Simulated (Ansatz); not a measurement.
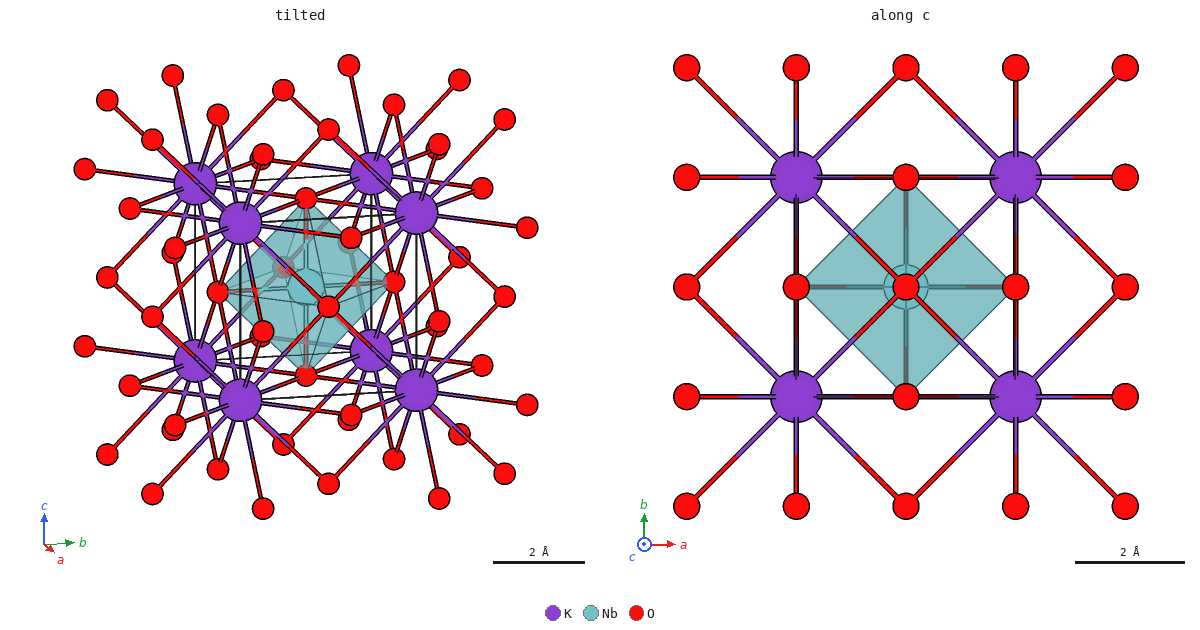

Shown here is a polyhedral view of the crystal, taken slightly off an axis and along the c axis. The wireframe shows the conventional unit cell. Some atoms of the next cells are drawn as well.

KNbO$_{3}$, space group Pm-3m (No. 221), a = 4.03 Å, b = 4.03 Å, c = 4.03 Å, α = 90.00°, β = 90.00°, γ = 90.00°.

Level of theory and settings: DFT PBE, scalar-relativistic, plane waves, PAW in Ansatz 0.2.0, wavefunction cutoff 420 eV, k-mesh 8×8×8, Gaussian smearing of 0.02 eV, no spin polarisation.

Is the electronic structure metallic or gapped?

A semiconductor at this level, with a gap of 1.53 eV on the k-mesh (the true edges may lie between mesh points, so the gap can be somewhat smaller).

Origin of the cell: a structure listed in the Materials Project. Earlier steps of the study may have refined or changed the cell and positions. Ansatz was used for an electronic-structure calculation on it.
